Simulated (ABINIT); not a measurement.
## Ge: G0W0 calculation (part 3 of 3)

Ge (P6₃/mmc, 4 atoms in the cell); Kohn-Sham DFT of a periodic cell, PBEsol, PseudoDojo NC SR PBEsol v0.4.1 standard, G0W0, no spin polarisation (ABINIT 10.8.3); cutoff 1061.24 eV, 4×4×2 k-mesh, fixed occupations. The structure derives from a Materials Project entry.

Geometry of the input (Å; fractional positions):
```
4.0048  0.0000  0.0000
-2.0024  3.4683  0.0000
0.0000  0.0000  6.5888
Ge 0.3333  0.6667  0.9372
Ge 0.6667  0.3333  0.4372
Ge 0.3333  0.6667  0.5628
Ge 0.6667  0.3333  0.0628
```

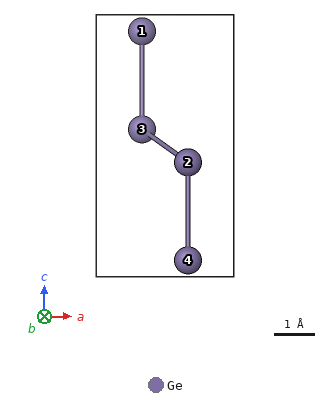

**Figure 1.** The structure as given in the input (ball-and-stick view of the cell of the calculation, along the b axis; atoms are numbered from 1 in the order of the input). An atom can appear more than once, as a periodic image.

### Log, continued
```
 cartesian coordinates (angstrom) at end:
    1     -0.00000000012911     2.31218809841784     6.17497824218921
    2      2.00241362856760     1.15609404920892     2.88058993943480
    3     -0.00000000012911     2.31218809841784     3.70818666607401
    4      2.00241362856760     1.15609404920892     0.41379836331960
 length scales=  7.568026697800  7.568026706100 12.450983289200 bohr
              =  4.004827257264  4.004827261656  6.588776605509 angstroms
 Eigenvalues (hartree) for nkpt=   8  k points:
 kpt#   1, nband=268, wtk=  0.03125, kpt=  0.0000  0.0000  0.0000 (reduced coord)
  -0.77232   -0.77232   -0.77112   -0.77089   -0.77089   -0.77061   -0.77004   -0.77004
  -0.76809   -0.76809   -0.76363   -0.76363   -0.76318   -0.76257   -0.76239   -0.76239
  -0.76175   -0.76175   -0.76066   -0.76066   -0.32667   -0.25116   -0.13696    0.08792
   0.08792    0.13598    0.13776    0.14099    0.14713    0.14713    0.22458    0.22458
   0.24399    0.30899    0.30899    0.36165    0.41030    0.41030    0.44681    0.47708
   0.48879    0.48879    0.49133    0.54188    0.66267    0.66267    0.69992    0.70889
   0.70889    0.78494    0.78494    0.80338    0.80338    0.87489    0.90941    0.92429
   0.92489    1.07684    1.07684    1.11208    1.11689    1.11689    1.13603    1.14196
   1.14196    1.16823    1.17761    1.17761    1.22393    1.28313    1.28313    1.28866
   1.28866    1.31148    1.31148    1.33122    1.33122    1.36087    1.36122    1.37551
   1.39834    1.39834    1.42134    1.42134    1.47052    1.53079    1.53107    1.55257
   1.58790    1.58790    1.59465    1.59465    1.60227    1.60227    1.62077    1.62077
   1.62287    1.63388    1.63861    1.63861    1.63871    1.63954    1.65411    1.65411
   1.66183    1.68076    1.68076    1.69259    1.69461    1.69461    1.71448    1.79821
   1.83488    1.83488    1.84469    1.84469    1.85544    1.95930    1.98684    2.03604
   2.05609    2.05609    2.06443    2.06443    2.09174    2.12117    2.12117    2.12312
   2.12312    2.13654    2.13654    2.13942    2.14340    2.14340    2.14539    2.20673
   2.20768    2.20768    2.22782    2.22782    2.27667    2.29701    2.29701    2.30067
   2.30308    2.31331    2.31331    2.32870    2.32870    2.34904    2.34904    2.42202
   2.45724    2.45831    2.48839    2.69061    2.69061    2.71363    2.71879    2.72299
   2.72299    2.73434    2.73671    2.73671    2.74700    2.74700    2.74730    2.74736
   2.83095    2.84280    2.84280    2.86947    2.87344    2.87344    2.87858    2.88996
   2.88996    2.91184    2.91184    2.92044    2.97705    2.98077    2.98877    2.98877
   3.00659    3.00682    3.00682    3.04557    3.04557    3.06051    3.06051    3.08205
   3.08205    3.08492    3.08492    3.08859    3.11460    3.11793    3.12924    3.12924
   3.14659    3.14893    3.14893    3.17229    3.17229    3.17343    3.17343    3.18615
   3.19756    3.20968    3.20968    3.21013    3.21013    3.21666    3.24216    3.24376
   3.28269    3.30805    3.30805    3.33374    3.33374    3.33654    3.35530    3.36367
   3.36367    3.38815    3.38815    3.39245    3.39245    3.39434    3.41058    3.41136
   3.41136    3.41943    3.45592    3.48796    3.48796    3.48912    3.48912    3.53039
   3.53039    3.53831    3.53831    3.54038    3.55855    3.55855    3.56062    3.57589
   3.57589    3.60191    3.60191    3.61415    3.62149    3.62443    3.62835    3.62835
   3.63676    3.63676    3.64307    3.64307    3.64736    3.66318    3.70339    3.78778
   3.78932    3.79412    3.83084    3.83418
 prteigrs : prtvol=0 or 1, do not print more k-points.

================================================================================
== DATASET  3 ==================================================================

--- !DatasetInfo
iteration_state: {dtset: 3, }
dimensions: {natom: 4, nkpt: 8, mband: 244, nsppol: 1, nspinor: 1, nspden: 1, mpw: 3266, }
cutoff_energies: {ecut:  23.0, pawecutdg:  -1.0, }
electrons: {nelect:   5.60000000E+01, charge:   0.00000000E+00, occopt:   1.00000000E+00, tsmear:   1.00000000E-02, }
meta: {optdriver: 3, gwcalctyp: 2, }
...

 mkfilename : getwfk/=0, take file _WFK from output of DATASET   2.

 SCREENING: Calculation of the susceptibility and dielectric matrices

 Based on a program developped by R.W. Godby, V. Olevano, G. Onida, and L. Reining.
 Incorporated in ABINIT by V. Olevano, G.-M. Rignanese, and M. Torrent.

 Real(R)+Recip(G) space primitive vectors, cartesian coordinates (Bohr,Bohr^-1):
 R(1)=  7.5680267  0.0000000  0.0000000  G(1)=  0.1321348  0.0762881  0.0000000
 R(2)= -3.7840133  6.5541034  0.0000000  G(2)=  0.0000000  0.1525762  0.0000000
 R(3)=  0.0000000  0.0000000 12.4509833  G(3)=  0.0000000  0.0000000  0.0803149
 Unit cell volume ucvol=  6.1758906E+02 bohr^3
 Angles (23,13,12)=  9.00000000E+01  9.00000000E+01  1.20000000E+02 degrees

--- Pseudopotential description ------------------------------------------------
- pspini: atom type   1  psp file is ./Ge.upf
  32.00000  14.00000  180301                  znucl, zion, pspdat
12 -116133 2 -1 1560                          pspcod,pspxc,lmax,lloc,mmax
     nproj     2     2     2

--------------------------------------------------------------------------------

 ==== K-mesh for the wavefunctions ====
 Number of points in the irreducible wedge :     8
 Reduced coordinates and weights :

     1)     0.00000000E+00  0.00000000E+00  0.00000000E+00       0.03125
     2)     2.50000000E-01  0.00000000E+00  0.00000000E+00       0.18750
     3)     5.00000000E-01  0.00000000E+00  0.00000000E+00       0.09375
     4)     2.50000000E-01  2.50000000E-01  0.00000000E+00       0.18750
     5)     0.00000000E+00  0.00000000E+00  5.00000000E-01       0.03125
     6)     2.50000000E-01  0.00000000E+00  5.00000000E-01       0.18750
     7)     5.00000000E-01  0.00000000E+00  5.00000000E-01       0.09375
     8)     2.50000000E-01  2.50000000E-01  5.00000000E-01       0.18750

 Together with 24 symmetry operations and time-reversal symmetry
 yields    32 points in the full Brillouin Zone.

 ==== Q-mesh for the screening function ====
 Number of points in the irreducible wedge :     8
 Reduced coordinates and weights :

     1)     0.00000000E+00  0.00000000E+00  0.00000000E+00       0.03125
     2)     2.50000000E-01  0.00000000E+00  0.00000000E+00       0.18750
     3)     5.00000000E-01  0.00000000E+00  0.00000000E+00       0.09375
     4)     2.50000000E-01  2.50000000E-01  0.00000000E+00       0.18750
     5)     0.00000000E+00  0.00000000E+00  5.00000000E-01       0.03125
     6)     2.50000000E-01  0.00000000E+00  5.00000000E-01       0.18750
     7)     5.00000000E-01  0.00000000E+00  5.00000000E-01       0.09375
     8)     2.50000000E-01  2.50000000E-01  5.00000000E-01       0.18750

 Together with 24 symmetry operations and time-reversal symmetry
 yields    32 points in the full Brillouin Zone.

 setmesh: FFT mesh size selected  =    24x   24x   40
          total number of points  =        23040

 vcoul_init : cutoff-mode = AUXILIARY_FUNCTION
 q-points for optical limit:   1
     1)      0.000010    0.000020    0.000030

 Number of electrons calculated from density =   55.9184; Expected =   56.0000
 average of density, n =  0.090543
 r_s =    1.3815
 omega_plasma =   29.0257 [eV]

 calculating chi0 at frequencies [eV] :
  1    0.000000E+00    0.000000E+00
  2    1.304348E+00    0.000000E+00
  3    2.608696E+00    0.000000E+00
  4    3.913043E+00    0.000000E+00
  5    5.217391E+00    0.000000E+00
  6    6.521739E+00    0.000000E+00
  7    7.826087E+00    0.000000E+00
  8    9.130435E+00    0.000000E+00
  9    1.043478E+01    0.000000E+00
 10    1.173913E+01    0.000000E+00
 11    1.304348E+01    0.000000E+00
 12    1.434783E+01    0.000000E+00
 13    1.565217E+01    0.000000E+00
 14    1.695652E+01    0.000000E+00
 15    1.826087E+01    0.000000E+00
 16    1.956522E+01    0.000000E+00
 17    2.086957E+01    0.000000E+00
 18    2.217391E+01    0.000000E+00
 19    2.347826E+01    0.000000E+00
 20    2.478261E+01    0.000000E+00
 21    2.608696E+01    0.000000E+00
 22    2.739130E+01    0.000000E+00
 23    2.869565E+01    0.000000E+00
 24    3.000000E+01    0.000000E+00
 25    0.000000E+00    3.490732E+00
 26    0.000000E+00    8.240885E+00
 27    0.000000E+00    1.470485E+01
 28    0.000000E+00    2.350094E+01
 29    0.000000E+00    3.547058E+01
 30    0.000000E+00    5.175874E+01
 31    0.000000E+00    7.392350E+01
 32    0.000000E+00    1.040851E+02

--------------------------------------------------------------------------------
  q-point number  1        q = ( 0.000000, 0.000000, 0.000000) [r.l.u.]
--------------------------------------------------------------------------------
 For q-point:  0.000010 0.000020 0.000030
  dielectric constant =   2.27748E+03
  dielectric constant without local fields =   2.65961E+03

  Average fulfillment of the sum rule on Im[epsilon] for q-point    1 :     68.43  [%]
--------------------------------------------------------------------------------
  q-point number  2        q = ( 0.250000, 0.000000, 0.000000) [r.l.u.]
--------------------------------------------------------------------------------
  Average fulfillment of the sum rule on Im[epsilon] for q-point    2 :     76.23  [%]

--------------------------------------------------------------------------------
  q-point number  3        q = ( 0.500000, 0.000000, 0.000000) [r.l.u.]
--------------------------------------------------------------------------------
  Average fulfillment of the sum rule on Im[epsilon] for q-point    3 :     71.32  [%]

--------------------------------------------------------------------------------
  q-point number  4        q = ( 0.250000, 0.250000, 0.000000) [r.l.u.]
--------------------------------------------------------------------------------
  Average fulfillment of the sum rule on Im[epsilon] for q-point    4 :     71.49  [%]

--------------------------------------------------------------------------------
  q-point number  5        q = ( 0.000000, 0.000000, 0.500000) [r.l.u.]
--------------------------------------------------------------------------------
  Average fulfillment of the sum rule on Im[epsilon] for q-point    5 :     78.48  [%]

--------------------------------------------------------------------------------
  q-point number  6        q = ( 0.250000, 0.000000, 0.500000) [r.l.u.]
--------------------------------------------------------------------------------
  Average fulfillment of the sum rule on Im[epsilon] for q-point    6 :     74.42  [%]

--------------------------------------------------------------------------------
  q-point number  7        q = ( 0.500000, 0.000000, 0.500000) [r.l.u.]
--------------------------------------------------------------------------------
  Average fulfillment of the sum rule on Im[epsilon] for q-point    7 :     71.15  [%]

--------------------------------------------------------------------------------
  q-point number  8        q = ( 0.250000, 0.250000, 0.500000) [r.l.u.]
--------------------------------------------------------------------------------
  Average fulfillment of the sum rule on Im[epsilon] for q-point    8 :     71.25  [%]

================================================================================
== DATASET  4 ==================================================================

--- !DatasetInfo
iteration_state: {dtset: 4, }
dimensions: {natom: 4, nkpt: 8, mband: 244, nsppol: 1, nspinor: 1, nspden: 1, mpw: 7223, }
cutoff_energies: {ecut:  39.0, pawecutdg:  -1.0, }
electrons: {nelect:   5.60000000E+01, charge:   0.00000000E+00, occopt:   1.00000000E+00, tsmear:   1.00000000E-02, }
meta: {optdriver: 4, gwcalctyp: 2, }
...

 mkfilename : getwfk/=0, take file _WFK from output of DATASET   2.

 mkfilename : getscr/=0, take file _SCR from output of DATASET   3.

 SIGMA: Calculation of the GW corrections

 Based on a program developped by R.W. Godby, V. Olevano, G. Onida, and L. Reining.
 Incorporated in ABINIT by V. Olevano, G.-M. Rignanese, and M. Torrent.

 Real(R)+Recip(G) space primitive vectors, cartesian coordinates (Bohr,Bohr^-1):
 R(1)=  7.5680267  0.0000000  0.0000000  G(1)=  0.1321348  0.0762881  0.0000000
 R(2)= -3.7840133  6.5541034  0.0000000  G(2)=  0.0000000  0.1525762  0.0000000
 R(3)=  0.0000000  0.0000000 12.4509833  G(3)=  0.0000000  0.0000000  0.0803149
 Unit cell volume ucvol=  6.1758906E+02 bohr^3
 Angles (23,13,12)=  9.00000000E+01  9.00000000E+01  1.20000000E+02 degrees

--- Pseudopotential description ------------------------------------------------
- pspini: atom type   1  psp file is ./Ge.upf
  32.00000  14.00000  180301                  znucl, zion, pspdat
12 -116133 2 -1 1560                          pspcod,pspxc,lmax,lloc,mmax
     nproj     2     2     2

--------------------------------------------------------------------------------

 ==== K-mesh for the wavefunctions ====
 Number of points in the irreducible wedge :     8
 Reduced coordinates and weights :

     1)     0.00000000E+00  0.00000000E+00  0.00000000E+00       0.03125
     2)     2.50000000E-01  0.00000000E+00  0.00000000E+00       0.18750
     3)     5.00000000E-01  0.00000000E+00  0.00000000E+00       0.09375
     4)     2.50000000E-01  2.50000000E-01  0.00000000E+00       0.18750
     5)     0.00000000E+00  0.00000000E+00  5.00000000E-01       0.03125
     6)     2.50000000E-01  0.00000000E+00  5.00000000E-01       0.18750
     7)     5.00000000E-01  0.00000000E+00  5.00000000E-01       0.09375
     8)     2.50000000E-01  2.50000000E-01  5.00000000E-01       0.18750

 Together with 24 symmetry operations and time-reversal symmetry
 yields    32 points in the full Brillouin Zone.

 ==== Q-mesh for screening function ====
 Number of points in the irreducible wedge :     8
 Reduced coordinates and weights :

     1)     0.00000000E+00  0.00000000E+00  0.00000000E+00       0.03125
     2)     2.50000000E-01  0.00000000E+00  0.00000000E+00       0.18750
     3)     5.00000000E-01  0.00000000E+00  0.00000000E+00       0.09375
     4)     2.50000000E-01  2.50000000E-01  0.00000000E+00       0.18750
     5)     0.00000000E+00  0.00000000E+00  5.00000000E-01       0.03125
     6)     2.50000000E-01  0.00000000E+00  5.00000000E-01       0.18750
     7)     5.00000000E-01  0.00000000E+00  5.00000000E-01       0.09375
     8)     2.50000000E-01  2.50000000E-01  5.00000000E-01       0.18750

 Together with 24 symmetry operations and time-reversal symmetry
 yields    32 points in the full Brillouin Zone.

 vcoul_init : cutoff-mode = AUXILIARY_FUNCTION
 q-points for optical limit:   1
     1)      0.000010    0.000020    0.000030
 setmesh: FFT mesh size selected  =    40x   40x   72
          total number of points  =       115200

 Number of electrons calculated from density =   56.0000; Expected =   56.0000
 average of density, n =  0.090675
 r_s =    1.3808
 omega_plasma =   29.0469 [eV]

 === KS Band Gaps ===
  >>>> For spin  1
   Minimum direct gap =   0.1673 [eV], located at k-point      :   0.0000  0.0000  0.0000
   Fundamental gap    =   0.1673 [eV], Top of valence bands at :   0.0000  0.0000  0.0000
                                       Bottom of conduction at :   0.0000  0.0000  0.0000
 SIGMA fundamental parameters:
 CONTOUR DEFORMATION
 number of plane-waves for SigmaX                 7223
 number of plane-waves for SigmaC and W            373
 number of plane-waves for wavefunctions          7223
 number of bands                                   244
 number of independent spin polarizations            1
 number of spinorial components                      1
 number of k-points in IBZ                           8
 number of q-points in IBZ                           8
 number of symmetry operations                      24
 number of k-points in BZ                           32
 number of q-points in BZ                           32
 number of frequencies for dSigma/dE                 9
 frequency step for dSigma/dE [eV]                0.25
 number of omega for Sigma on real axis              0
 max omega for Sigma on real axis  [eV]           0.00
 zcut for avoiding poles [eV]                     0.10

 EPSILON^-1 parameters (SCR file):
 dimension of the eps^-1 matrix on file            373
 dimension of the eps^-1 matrix used               373
 number of plane-waves for wavefunctions          3261
 number of bands                                   244
 number of q-points in IBZ                           8
 number of frequencies                              32
 number of real frequencies                         24
 number of imag frequencies                          8

 matrix elements of self-energy operator (all in [eV])

 Perturbative Calculation

--- !SelfEnergy_ee
iteration_state: {dtset: 4, }
kpoint     : [   0.000,    0.000,    0.000, ]
spin       : 1
KS_gap     :    0.167
QP_gap     :   -0.094
Delta_QP_KS:   -0.261
data: !SigmaeeData |
     Band     E0 <VxcDFT>   SigX SigC(E0)      Z dSigC/dE  Sig(E)    E-E0       E
       28   3.836 -15.145 -14.422  -1.166   0.770  -0.299 -15.486  -0.341   3.496
       28   0.000   0.000   0.000  -0.000   0.000   0.000  -0.000  -0.000  -0.000
       29   4.004 -12.848 -12.014  -1.619   0.767  -0.304 -13.450  -0.602   3.402
       29   0.000   0.000   0.000  -0.000   0.000   0.000  -0.000  -0.000  -0.000
       30   4.004 -12.848 -12.014  -1.619   0.767  -0.304 -13.450  -0.602   3.402
       30   0.000   0.000   0.000  -0.000   0.000   0.000  -0.000  -0.000  -0.000
...

== END DATASET(S) ==============================================================
================================================================================

 -outvars: echo values of variables after computation  --------
            acell      7.5680266978E+00  7.5680267061E+00  1.2450983289E+01 Bohr
           etotal1    -3.5679648064E+02
           etotal3     0.0000000000E+00
           etotal4     0.0000000000E+00
            fcart1     1.8216563040E-26  1.0517337560E-26 -9.1889423361E-04
                      -3.6433126079E-26 -2.0344583207E-36 -9.1889423361E-04
                       1.8216563040E-26 -5.2586687795E-26  9.1889423361E-04
                      -0.0000000000E+00  4.2069350237E-26  9.1889423361E-04
            fcart3     0.0000000000E+00  0.0000000000E+00  0.0000000000E+00
                       0.0000000000E+00  0.0000000000E+00  0.0000000000E+00
                       0.0000000000E+00  0.0000000000E+00  0.0000000000E+00
                       0.0000000000E+00  0.0000000000E+00  0.0000000000E+00
            fcart4     0.0000000000E+00  0.0000000000E+00  0.0000000000E+00
                       0.0000000000E+00  0.0000000000E+00  0.0000000000E+00
                       0.0000000000E+00  0.0000000000E+00  0.0000000000E+00
                       0.0000000000E+00  0.0000000000E+00  0.0000000000E+00
            rprim      1.0000000000E+00  0.0000000000E+00  0.0000000000E+00
                      -4.9999999950E-01  8.6602540410E-01  0.0000000000E+00
                       0.0000000000E+00  0.0000000000E+00  1.0000000000E+00
           strten1    -5.9853419338E-05 -5.9853472136E-05  2.2466674189E-05
                       0.0000000000E+00  0.0000000000E+00  1.0089399172E-12
           strten3     0.0000000000E+00  0.0000000000E+00  0.0000000000E+00
                       0.0000000000E+00  0.0000000000E+00  0.0000000000E+00
           strten4     0.0000000000E+00  0.0000000000E+00  0.0000000000E+00
                       0.0000000000E+00  0.0000000000E+00  0.0000000000E+00
           xangst     -1.2911472110E-10  2.3121880984E+00  6.1749782422E+00
                       2.0024136286E+00  1.1560940492E+00  2.8805899394E+00
                      -1.2911472110E-10  2.3121880984E+00  3.7081866661E+00
                       2.0024136286E+00  1.1560940492E+00  4.1379836332E-01
             xred      3.3333333333E-01  6.6666666667E-01  9.3719648000E-01
                       6.6666666667E-01  3.3333333333E-01  4.3719648000E-01
                       3.3333333333E-01  6.6666666667E-01  5.6280352000E-01
                       6.6666666667E-01  3.3333333333E-01  6.2803520000E-02
 Calculation completed.
```

### Results in brief

```tsv
quantity	value
outcome	converged
space group (tolerance 0.01 Å)	P6₃/mmc (194)
electrons treated	56
quasiparticle gap	−0.09 eV
gap on the k-point mesh	0.17 eV
wall time	27 min (CPU time 1.8 h)
peak memory	3.8 GiB
```

### Remarks

Further notes kept with the run: Slow version without MPI-IO support. Processors send data to master; Min real frequency set to default [Ha] = #. Points of doubt noted for this run: k mesh coarse for many body.
